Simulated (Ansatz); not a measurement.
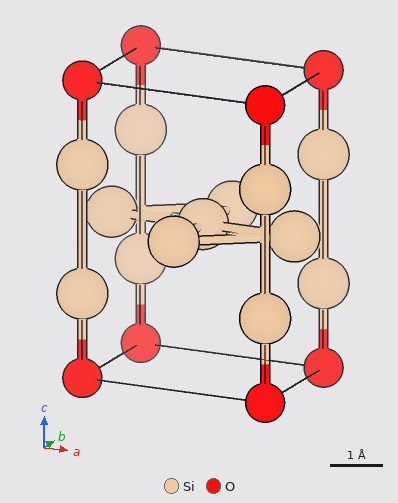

Ball-and-stick drawing of the structure, looking slightly off an axis. Atoms at the boundary of the conventional unit cell (the box) are drawn once for each face, edge or corner they touch.

Si5O, space group P6/mmm (No. 191), a = 4.88 Å, b = 4.88 Å, c = 5.82 Å, α = 90.00°, β = 90.00°, γ = 120.00°.

Method used: Ansatz 0.2.0, DFT PBE, scalar-relativistic, plane waves, PAW. It ran with an energy cutoff of 420 eV, a 12×12×6 mesh of k-points, Gaussian smearing of 0.1 eV, no spin polarisation.

> Predict the gap.

A metal: bands cross the Fermi level.

> What pressure does the calculation give for this cell?

The computed pressure is 0.0 GPa, close to zero.

Provenance: a random cell made by a generator, so it need not be a real form of the compound. Earlier steps of the study, as a rule a relaxation of our own, may have changed the cell and positions, so they can lie some per cent off the listed ones. It was the input of a calculation with Ansatz.
